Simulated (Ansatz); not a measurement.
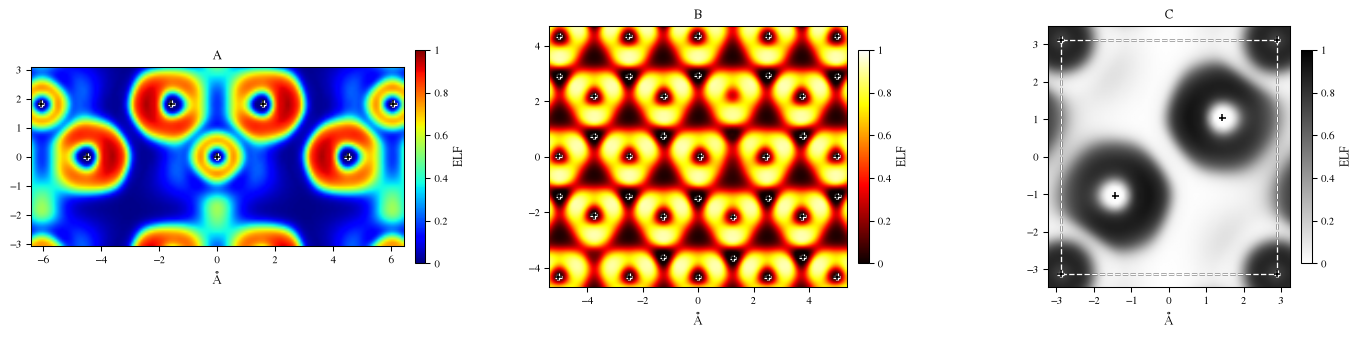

The electron localisation function of 3 systems, each on a plane through atoms (crosses mark nuclei in the plane).

Computed with DFT PBE+D3(BJ), scalar-relativistic, plane waves, PAW (Ansatz).

System 1: WS₂, the (110) plane of the conventional cell. Space group P6₃/mmc; a structure from a database of computed crystals, not necessarily the ambient phase.

```yaml
crystal:
  lattice:
    - [3.15411, 0.00000, 0.00000]
    - [-1.57705, 2.73154, 0.00000]
    - [0.00000, 0.00000, 12.14450]
  atoms:
    - { symbol: W, position: [0.33333, 0.66667, 0.75000] }
    - { symbol: W, position: [0.66667, 0.33333, 0.25000] }
    - { symbol: S, position: [0.33333, 0.66667, 0.12033] }
    - { symbol: S, position: [0.66667, 0.33333, 0.62033] }
    - { symbol: S, position: [0.33333, 0.66667, 0.37967] }
    - { symbol: S, position: [0.66667, 0.33333, 0.87967] }
```

System 2: B₁₇N₁₆ (cell charge +1, with a compensating background) (cell with a defect), the (111) plane of the calculation cell. 

System 3: HfS₂, the (110) plane of the conventional cell. Space group P-3m1; a structure from a database of computed crystals, not necessarily the ambient phase.

```xyz
3
Lattice="3.6059 0.0000 0.0000 -1.8029 3.1228 0.0000 0.0000 0.0000 5.7704" Properties=species:S:1:pos:R:3 pbc="T T T"
Hf    0.0000    0.0000    0.0000
S     1.8029    1.0409    4.3140
S     0.0000    2.0819    1.4564
```

Which map belongs to which system?

Panel A is system 1, WS₂: the plane holds W and S. W–S (2.41 Å): the ELF peaks at about 0.85 in the valence shell of S, 0.8 Å from its nucleus, and is about 0.50 at the midpoint. Panel B is system 2, B₁₇N₁₆: the plane holds B and N. B–N (1.41 Å): the ELF peaks at about 0.90 between the atoms (a short, strongly polar bond). Panel C is system 3, HfS₂: the plane holds Hf and S. Hf–S (2.54 Å): the ELF peaks at about 0.85 in the valence shell of S, 0.8 Å from its nucleus, and is about 0.40 at the midpoint.
